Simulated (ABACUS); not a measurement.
Single-point calculation at one volume of an equation of state of MgB₂ (part 1 of 2)

- system: MgB₂ (P6/mmm, 3 atoms in the cell)
- method: Kohn-Sham DFT of a periodic cell, PBE, PseudoDojo NC SR 0.4.1 PBE standard, no spin polarisation (ABACUS 3.10.1)

The structure derives from an entry of the Crystallography Open Database. It belongs to a series of runs on one base structure; here: volume scaled by 1.06.

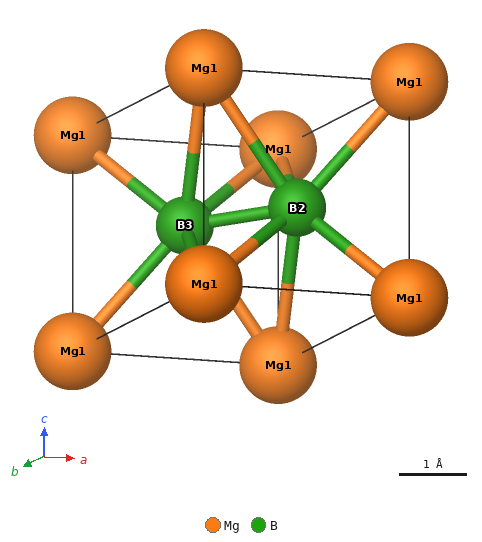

**Figure 1.** The structure (ball-and-stick view of the cell of the calculation, seen at an oblique angle; atoms are numbered from 1 in the order of the input). Near neighbours in the crystal (not all of them lie inside the picture): Mg has 12 B at 2.55 Å; B has 3 B at 1.82 Å and 6 Mg at 2.55 Å.

Summary:

```tsv
quantity	value
outcome	converged
space group (tolerance 0.01 Å)	P6/mmm (191)
electrons treated	16
free energy	−1774.8012 eV
Fermi energy	9.688 eV
gap on the k-point mesh	none (metallic)
pressure	−3.31 GPa
largest force (length of the vector)	under 0.001 eV/Å
hardware	4 threads of AMD EPYC (Zen 3), 24 GiB of memory available, shared host
wall time	2.8 s (CPU time 11 s)
peak memory	0.4 GiB
```

Notes:

Settings chosen away from the usual ones: volume scaled by 1.06. The settings depart from the standard set-up of this series, which can bear on the numbers. Points of doubt noted for this run: home made orbitals.

Input:
```
INPUT_PARAMETERS
suffix              MgB2
calculation         scf
basis_type          lcao
pseudo_dir          ./
orbital_dir         ./
symmetry            1
dft_functional      pbe
ecutwfc             100
pseudo_rcut         10
nspin               1
nbands              12
ks_solver           genelpa
smearing_method     fd
smearing_sigma      0.00367493
scf_thr             1e-07
scf_nmax            100
mixing_type         broyden
mixing_beta         0.7
cal_force           1
cal_stress          1
out_mul             1
```

File STRU:
```
ATOMIC_SPECIES
Mg 24.3050 Mg.upf
B 10.8100 B.upf

NUMERICAL_ORBITAL
Mg_confined-atom_8au_2s1p.orb
B_confined-atom_7au_1s1p.orb

LATTICE_CONSTANT
1.8897261246

LATTICE_VECTORS
3.1455055572 0.0000000000 0.0000000000
-1.5727527786 2.7240877203 0.0000000000
0.0000000000 0.0000000000 3.5920959734

ATOMIC_POSITIONS
Direct

Mg
0.0
1
0.0000000000 0.0000000000 0.0000000000 1 1 1

B
0.0
2
0.6666666667 0.3333333333 0.5000000000 1 1 1
0.3333333333 0.6666666667 0.5000000000 1 1 1
```

File KPT:
```
K_POINTS
0
Gamma
10 10 8 0 0 0
```

Launched with:
```bash
OMP_NUM_THREADS=1 mpirun -np 4 abacus > log
```

What the program printed:
```
ABACUS v3.10.1

               Atomic-orbital Based Ab-initio Computation at UStc

 ------------------------------------------------------------------------------------

 READING GENERAL INFORMATION
                           global_out_dir = OUT.MgB2/
                           global_in_card = INPUT
                               pseudo_dir = ./
                              orbital_dir = ./
                                    DSIZE = 4
                                    GSIZE = 1

 READING UNITCELL INFORMATION
                                    ntype = 2
                  lattice constant (Bohr) = 1.88973
              lattice constant (Angstrom) = 1

 READING ATOM TYPE 1
                               atom label = Mg
                      L=0, number of zeta = 2
                      L=1, number of zeta = 1
             number of atom for this type = 1

 READING ATOM TYPE 2
                               atom label = B
                      L=0, number of zeta = 1
                      L=1, number of zeta = 1
             number of atom for this type = 2

                        TOTAL ATOM NUMBER = 3
DIRECT COORDINATES
    atom                   x                   y                   z     mag                  vx                  vy                  vz
taud_Mg1            0.0000000000        0.0000000000        0.0000000000  0.0000        0.0000000000        0.0000000000        0.0000000000
taud_B1            0.6666666667        0.3333333333        0.5000000000  0.0000        0.0000000000        0.0000000000        0.0000000000
taud_B2            0.3333333333        0.6666666667        0.5000000000  0.0000        0.0000000000        0.0000000000        0.0000000000

                          Volume (Bohr^3) = 207.709
                             Volume (A^3) = 30.7793

 Lattice vectors: (Cartesian coordinate: in unit of a_0)
             +3.14551                  +0                  +0
             -1.57275            +2.72409                  +0
                   +0                  +0             +3.5921
 Reciprocal vectors: (Cartesian coordinate: in unit of 2 pi/a_0)
            +0.317914           +0.183548                  -0
                   -0           +0.367095                  -0
                   +0                  -0           +0.278389
 The esolver type has been set to : ksdft_lcao

                PAO radial cut off (Bohr) = 10

 Read in pseudopotential file is Mg.upf
                     pseudopotential type = NC
          exchange-correlation functional = PBE
                 nonlocal core correction = 0
                        valence electrons = 10
                                     lmax = 1
                           number of zeta = 3
                     number of projectors = 4
                           L of projector = 0
                           L of projector = 0
                           L of projector = 1
                           L of projector = 1
                PAO radial cut off (Bohr) = 10

 Read in pseudopotential file is B.upf
                     pseudopotential type = NC
          exchange-correlation functional = PBE
                 nonlocal core correction = 1
                        valence electrons = 3
                                     lmax = 1
                           number of zeta = 2
                     number of projectors = 4
                           L of projector = 0
                           L of projector = 0
                           L of projector = 1
                           L of projector = 1
     initial pseudo atomic orbital number = 13

 SETUP THE ELECTRONS NUMBER
            electron number of element Mg = 10
      total electron number of element Mg = 10
             electron number of element B = 3
       total electron number of element B = 6
            AUTOSET number of electrons:  = 16
                           occupied bands = 8
                                   NLOCAL = 13
                                   NBANDS = 12
                                   NBANDS = 12
                                   NLOCAL = 13

%%%%%%%%%%%%%%%%%%%%%%%%%%%%%%%%%%%%%%%%%%%%%%%%%%%%%%%%%%%%%%%%%%%%%%%%%%%%%%%%%%%%%%%%%%%%%%%%%%%%%%%%%%
 Warning: the number of valence electrons in pseudopotential > 2 for Mg: [Ne] 3s2
 Pseudopotentials with additional electrons can yield (more) accurate outcomes, but may be less efficient.
 If you're confident that your chosen pseudopotential is appropriate, you can safely ignore this warning.
%%%%%%%%%%%%%%%%%%%%%%%%%%%%%%%%%%%%%%%%%%%%%%%%%%%%%%%%%%%%%%%%%%%%%%%%%%%%%%%%%%%%%%%%%%%%%%%%%%%%%%%%%%

 SETUP THE PLANE WAVE BASIS
 energy cutoff for charge/potential (unit:Ry) = 400
            fft grid for charge/potential = [ 40, 40, 45 ]
                        fft grid division = [ 5, 5, 3 ]
        big fft grid for charge/potential = [ 8, 8, 15 ]
                                     nbxx = 256
                                     nrxx = 19200

 SETUP PLANE WAVES FOR CHARGE/POTENTIAL
                    number of plane waves = 28021
                         number of sticks = 967

 PARALLEL PW FOR CHARGE/POTENTIAL
     PROC   COLUMNS(POT)             PW
        1            240           7006
        2            239           7005
        3            247           7005
        4            241           7005
 --------------- sum -------------------
        4            967          28021
                            number of |g| = 1183
                                  max |g| = 36.1691
                                  min |g| = 0.404277

----------- Double Check Mixing Parameters Begin ------------
mixing_type: broyden
mixing_beta: 0.7
mixing_gg0: 1
mixing_gg0_min: 0.1
mixing_ndim: 8
----------- Double Check Mixing Parameters End ------------

 LATTICE VECTORS: (CARTESIAN COORDINATE: IN UNIT OF A0)
             +3.14551                  +0                  +0
             -1.57275            +2.72409                  +0
                   +0                  +0             +3.5921
                       right hand lattice = 1
                                   NORM_A = 3.14551
                                   NORM_B = 3.14551
                                   NORM_C = 3.5921
                           ALPHA (DEGREE) = 90
                           BETA  (DEGREE) = 90
                           GAMMA (DEGREE) = 120

 The lattice vectors have been changed (STRU_SIMPLE.cif)

(for optimal symmetric configuration:)
                             BRAVAIS TYPE = 4
                     BRAVAIS LATTICE NAME = 04. Hexagonal cell
                                    ibrav = 4
                                    IBRAV = 4
                                  BRAVAIS = HEXAGONAL CELL
                       LATTICE CONSTANT A = 3.14551
                                C/A RATIO = 1.14198
Original cell was already a primitive cell.
                        ROTATION MATRICES = 24
              PURE POINT GROUP OPERATIONS = 24
                   SPACE GROUP OPERATIONS = 24
                                       C2 = 7
                                       C3 = 2
                                       C4 = 0
                                       C6 = 2
                                       S1 = 7
                                       S3 = 2
                                       S4 = 0
                                       S6 = 2
                              POINT GROUP = D_6h
                                       C2 = 7
                                       C3 = 2
                                       C4 = 0
                                       C6 = 2
                                       S1 = 7
                                       S3 = 2
                                       S4 = 0
                                       S6 = 2
               POINT GROUP IN SPACE GROUP = D_6h

 SETUP K-POINTS
                                    nspin = 1
                   Input type of k points = Monkhorst-Pack(Gamma)
                                   nkstot = 800
                       right hand lattice = 1
(for reciprocal lattice: )
                             BRAVAIS TYPE = 4
                     BRAVAIS LATTICE NAME = 04. Hexagonal cell
                                    ibrav = 4
                       right hand lattice = 1
(for k-lattice: )
                             BRAVAIS TYPE = 4
                     BRAVAIS LATTICE NAME = 04. Hexagonal cell
                                    ibrav = 4
                       right hand lattice = 1
                        ROTATION MATRICES = 24
                               nkstot_ibz = 70
K-POINTS REDUCTION ACCORDING TO SYMMETRY
     IBZ    DIRECT_X    DIRECT_Y    DIRECT_Z  WEIGHT  ibz2bz
       1  0.00000000  0.00000000  0.00000000  0.0013       0
       2 -0.10000000  0.10000000  0.00000000  0.0075       1
       3 -0.20000000  0.20000000  0.00000000  0.0075       2
       4 -0.30000000  0.30000000  0.00000000  0.0075       3
       5 -0.40000000  0.40000000  0.00000000  0.0075       4
       6  0.50000000  0.50000000  0.00000000  0.0037       5
       7 -0.10000000  0.20000000  0.00000000  0.0075      11
       8 -0.20000000  0.30000000  0.00000000  0.0150      12
       9 -0.30000000  0.40000000  0.00000000  0.0150      13
      10  0.50000000  0.40000000  0.00000000  0.0150      14
      11 -0.20000000  0.40000000  0.00000000  0.0075      22
      12  0.50000000  0.30000000  0.00000000  0.0150      23
      13  0.40000000  0.40000000  0.00000000  0.0075      24
      14  0.40000000  0.30000000  0.00000000  0.0075      33
      15  0.00000000  0.00000000  0.12500000  0.0025     100
      16 -0.10000000  0.10000000  0.12500000  0.0150     101
      17 -0.20000000  0.20000000  0.12500000  0.0150     102
      18 -0.30000000  0.30000000  0.12500000  0.0150     103
      19 -0.40000000  0.40000000  0.12500000  0.0150     104
      20  0.50000000  0.50000000  0.12500000  0.0075     105
      21 -0.10000000  0.20000000  0.12500000  0.0150     111
      22 -0.20000000  0.30000000  0.12500000  0.0300     112
      23 -0.30000000  0.40000000  0.12500000  0.0300     113
      24  0.50000000  0.40000000  0.12500000  0.0300     114
      25 -0.20000000  0.40000000  0.12500000  0.0150     122
      26  0.50000000  0.30000000  0.12500000  0.0300     123
      27  0.40000000  0.40000000  0.12500000  0.0150     124
      28  0.40000000  0.30000000  0.12500000  0.0150     133
      29  0.00000000  0.00000000  0.25000000  0.0025     200
      30 -0.10000000  0.10000000  0.25000000  0.0150     201
[... 40 further k points ...]

                               nkstot now = 70
[... K-POINTS DIRECT COORDINATES: 70 rows ...]

           k-point number in this process = 70
       minimum distributed K point number = 70
[... stars of the k points ...]

[... K-POINTS CARTESIAN COORDINATES: 70 rows ...]

[... K-POINTS DIRECT COORDINATES: 70 rows ...]

 SETUP PLANE WAVES FOR WAVE FUNCTIONS
     energy cutoff for wavefunc (unit:Ry) = 100
              fft grid for wave functions = [ 40, 40, 45 ]
                    number of plane waves = 4825
                         number of sticks = 301

 PARALLEL PW FOR WAVE FUNCTIONS
     PROC   COLUMNS(POT)             PW
        1             75           1205
        2             75           1205
        3             75           1205
        4             76           1210
 --------------- sum -------------------
        4            301           4825

 SET NONLOCAL PSEUDOPOTENTIAL PROJECTORS
 SET NONLOCAL PSEUDOPOTENTIAL PROJECTORS
 max number of nonlocal projetors among all species is 4
```
